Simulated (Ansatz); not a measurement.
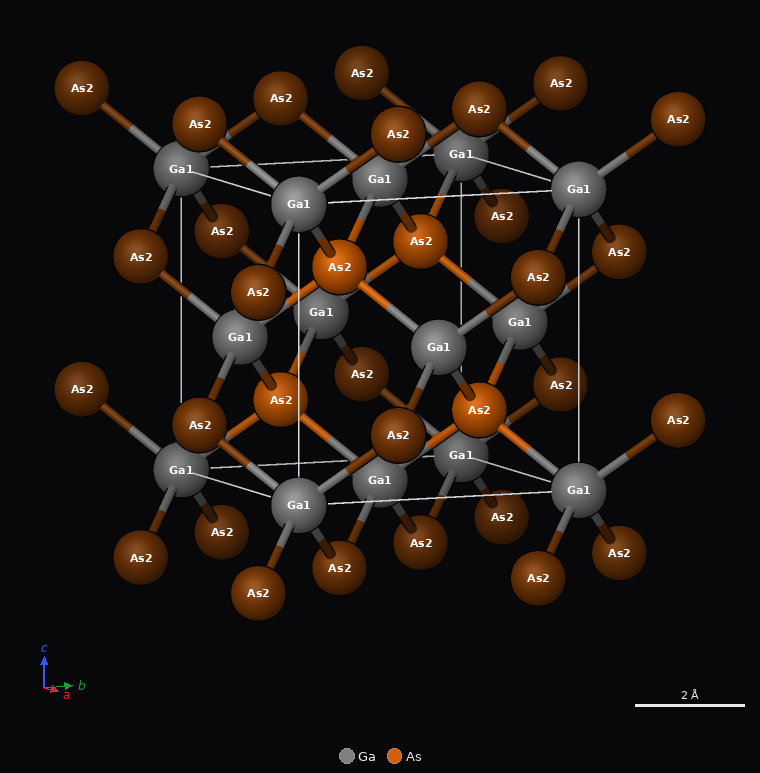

**Figure 1.** The structure as given in the input (ball-and-stick view of the cell 4 times as large as that of the calculation, set on its symmetry axes, seen slightly off an axis; neighbours outside the cell are drawn fainter; atoms are numbered from 1 in the order of the input).

# GaAs: a failed or faulty run and its cure

System: GaAs (F-43m, 2 atoms in the cell).
Method of run A: DFT, LDA, plane waves, PAW (Ansatz 0.2.0).

The structure derives from a Materials Project entry. Text and figures count atoms from 1; the logs count them from 0 in places.

### Input file, run A
```yaml
crystal:
  lattice:
    - [0.0, 2.801690796, 2.801690796]
    - [2.801690796, 0.0, 2.801690796]
    - [2.801690796, 2.801690796, 0.0]
  atoms:
    - { symbol: Xx, position: [0.0, 0.0, 0.0] }
    - { symbol: As, position: [0.75, 0.75, 0.75] }
basis:
  ecutwfc: 420
kpoints:
  mp_grid: { grid: [12, 12, 12] }
hamiltonian:
  xc: lda
scf:
  occupations: { method: gaussian, width: 0.02 }
  max_iter: 60
output:
  forces: true
  eigenvalues: true
  stress: true
relax:
  adjacent_minimum: "off"
  f_tol: 0.005
  max_steps: 80
  cell: { stress_tol: 0.05 }
```

Command:
```bash
ansatz run input.yaml --threads 4 --pin off --max-ram 8192MiB --backend cpu --events-out ev --progress --plain --runs-dir out
```

Hardware: 4 threads of Intel Xeon @ 2.70GHz, 189 GiB of memory available, shared host.

### Output (run A)
```
Error: YAML parse error: error: line 7 column 17: `Xx` is not an element symbol (H … Og, case-exact)
 --> <input>:7:17
  |
5 |     - [2.801690796, 2.801690796, 0.0]
6 |   atoms:
7 |     - { symbol: Xx, position: [0.0, 0.0, 0.0] }
  |                 ^ `Xx` is not an element symbol (H … Og, case-exact)
8 |     - { symbol: As, position: [0.75, 0.75, 0.75] }
9 | basis:
  |
```

What should be changed in this input?

Answer. A setting was made wrong on purpose: an unknown element (`crystal.atoms[0].symbol`). The program refused the input: “YAML parse error: error: line 7 column 17: `Xx` is not an element symbol (H … Og, case-exact) --> <input>:7:17 | 5 | - [2.801690796, 2.801690796, 0.0] 6 | atoms: 7 | - { symbol: Xx, position: [0.0, 0.0, 0.0] } | ^ `Xx` is not an element symbol (H … Og, case-exact) 8 | - { symbol: As, position: [0.75, 0.75, 0.75] } 9 | basis: |”

A run of the same system that converges differs from this input as follows (lines with − go, lines with + come):
```diff
-    - { symbol: Xx, position: [0.0, 0.0, 0.0] }
+    - { symbol: Ga, position: [0.0, 0.0, 0.0] }
-  max_iter: 60
```

### Output, shortened to warnings, some set-up lines, iterations and results (run B)
```
Basis set: ecut = 420 eV, 869 PW (Γ)
Symmetry: 24 space group operations
k-points: 72 of 1728 (time reversal used)
Initial density: superposition of atomic densities (neutral atoms: chi_scale 0, normalization atom), corrected by the library's trained network
[...]
SCF iter   1: F=—  HF=-8481.300562 eV  |F-HF|=—  |Δ(HF+E_count)|=         —  Δρ=5.23e-3  dr2=7.73e-3  ethr=1.77e-3  ⟨swp⟩=6.0  Hψ=6131  notcnv=0
SCF iter   2: F=—  HF=-8481.297705 eV  |F-HF|=—  |Δ(HF+E_count)|=   2.86e-3  Δρ=2.55e-3  dr2=1.06e-3  ethr=2.76e-5  ⟨swp⟩=2.5  Hψ=2751  notcnv=0
SCF iter   3: F=—  HF=-8481.297639 eV  |F-HF|=—  |Δ(HF+E_count)|=   6.57e-5  Δρ=6.99e-4  dr2=1.81e-4  ethr=3.78e-6  ⟨swp⟩=2.0  Hψ=2222  notcnv=0
SCF iter   4: F=—  HF=-8481.297567 eV  |F-HF|=—  |Δ(HF+E_count)|=   7.25e-5  Δρ=2.64e-4  dr2=1.35e-5  ethr=6.47e-7  ⟨swp⟩=2.0  Hψ=1956  notcnv=0
SCF iter   5: F=—  HF=-8481.297563 eV  |F-HF|=—  |Δ(HF+E_count)|=   3.40e-6  Δρ=1.51e-5  dr2=1.00e-7  ethr=4.84e-8  ⟨swp⟩=2.1  Hψ=1742  notcnv=0
[...]
SCF 1 converged in 6 iterations: F = -8481.297563 eV  dr2 = 4.65e-9
[...]
SCF iter   3: F=—  HF=-8481.297563 eV  |F-HF|=—  |Δ(HF+E_count)|=  3.66e-10  Δρ=1.00e-6  dr2=2.42e-10  ethr=4.01e-12  ⟨swp⟩=2.9  Hψ=2285  notcnv=0
SCF iter   4: F=—  HF=-8481.297563 eV  |F-HF|=—  |Δ(HF+E_count)|=  1.64e-11  Δρ=3.46e-7  dr2=3.42e-11  ethr=1.00e-12  ⟨swp⟩=1.8  Hψ=1403  notcnv=0
SCF iter   5: F=-8481.297563 eV  HF=-8481.297563 eV  |F-HF|=3.64e-12  |Δ(HF+E_count)|=  1.82e-12  Δρ=8.73e-8  dr2=2.23e-12  ethr=1.00e-12  ⟨swp⟩=5.0  Hψ=5537  notcnv=0
SCF 2 converged in 5 iterations: F = -8481.297563 eV  dr2 = 2.23e-12
relax step   2: F+E_penalty+E_count = -8481.29756326 eV  Δ(F+E_penalty+E_count) = -2.950e-9 eV  max|allowed force component| = 1.110e-16 eV/Å  Δτ_max = 0.0000 Å  P = -0.006 …
basis re-selected at this cell: Δ(F+E_penalty+E_count) = -2.950e-9 eV, ΔP = +0.000 GPa vs the last step (what re-selecting the basis moved, of the pressure what is left beyond the Pulay correction that the steps carried, after the strain that the cell walked since its last selection, with what the …
SCF converged after 5 iterations
Free energy (F): -8481.297563 eV
Harris-Foulkes:  -8481.297563 eV  (|F-HF|=3.64e-12)
Internal energy: -8481.297563 eV  (E = F + TS)
E sigma→0 (E₀):  -8481.297563 eV
Fermi energy:    8.481511 eV
--- Per-component energies (eV) ---
  E_band       = -315.035860
  E_kinetic    = 220.937655
  E_local      = -3887.743047  (includes V_loc(G=0)·N_el)
  E_nonlocal   = -238.592256
  E_hartree    = 1958.217682
  E_xc         = -148.328579
  E_vxc        = -138.914590  (∫ρ·V_xc dr)
  E_paw        = -3666.630239  (= ΣΔE_a)
  E_vpaw       = -187.158984  (= ΣTr[D̂ρ^β])
  E_aug_tail   = -0.000107  (compensation charges beyond the density's cutoff)
  E_ewald      = -2722.962382
  E_core_change = 3.803710  (= ΣΔE_core)
  E_smearing   = -0.000000  (= −TS)
  E_closure    = 0.000000  (closes the sum)
  Σ components = -8481.297563   (vs F -8481.297563, Δ=0.00e0)
--- Forces (eV/Å), atoms counted from 1 ---
  atom   1  Ga    -0.00000000     0.00000000     0.00000000
  atom   2  As     0.00000000    -0.00000000    -0.00000000
  max |Σ_I F_I| component: 1.85e-16 eV/Å
--- Stress (GPa, compression-positive) ---
       -0.005675      -0.000000      -0.000000
       -0.000000      -0.005675       0.000000
       -0.000000       0.000000      -0.005675
  P = ⅓ Tr σ = -0.0057 GPa (-0.057 kbar)
--- Relaxed structure (1 steps of the walk, 1 accepted, 1 SCFs on fresh bases) ---
  F+E_penalty+E_count = -8481.29756326 eV   max|allowed force component| = 1.110e-16 eV/Å   (the final SCF, on the basis selected at the relaxed cell)
  cell:  # Å, volume = 43.9836 Å³
    - [0.0, 2.801690796, 2.801690796]
    - [2.801690796, 0.0, 2.801690796]
    - [2.801690796, 2.801690796, 0.0]
  atoms:
    - { symbol: Ga, position: [0.0, 0.0, 0.0] }
    - { symbol: As, position: [0.7500000000000001, 0.7500000000000001, 0.7500000000000001] }
```

### The two runs side by side

```tsv
quantity	run A	run B
outcome	refused	converged
free energy per atom (eV)	–	−4240.6488
gap on the mesh (eV)	–	0.49
pressure (GPa)	–	−0.01
volume per atom (Å³)	–	21.99
largest force (eV/Å)	–	0.000
SCF iterations	–	11
irreducible k-points	–	72
```
